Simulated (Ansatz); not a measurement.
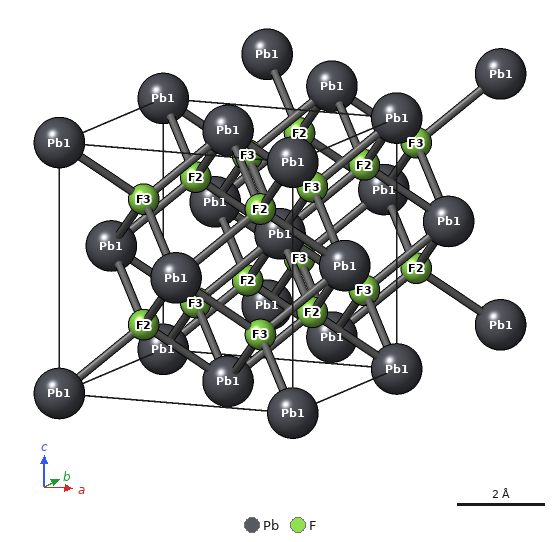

The starting point is a crystal of PbF2 (set up in Fm-3m). The picture is a ball-and-stick view of the conventional cell (4 times the calculation's cell), repeated 1 × 2 × 1 with one cell outlined, seen slightly off an axis. Lengths and directions refer to the drawn axes.

These are results of Ansatz 0.2.0, DFT, LDA, PAW with Ansatz's default frozen-core files, scalar-relativistic, not measurements. Set-up: plane-wave cutoff 420 eV; k-point mesh 7 × 7 × 7; occupations fermi dirac; smearing width 0.03 eV; no spin polarisation.

Now this is done to it. The cell is strained by −1.0 % along c and none across it (volume −1.0 %), the atoms keeping their fractional coordinates. No relaxation follows.

Predict the response.

Answer. It lowers the energy by 4.7 meV per atom. The pressure goes from −4.9 to −4.3 GPa. The principal stresses (compression positive) are −3.9 GPa along c and −4.5 GPa across it. All forces vanish by symmetry. Some distances before and after: F–Pb 2.572 → 2.563 Å. The space group (tolerance 0.01 Å) goes from Fm-3m (No. 225) to I4/mmm (No. 139).
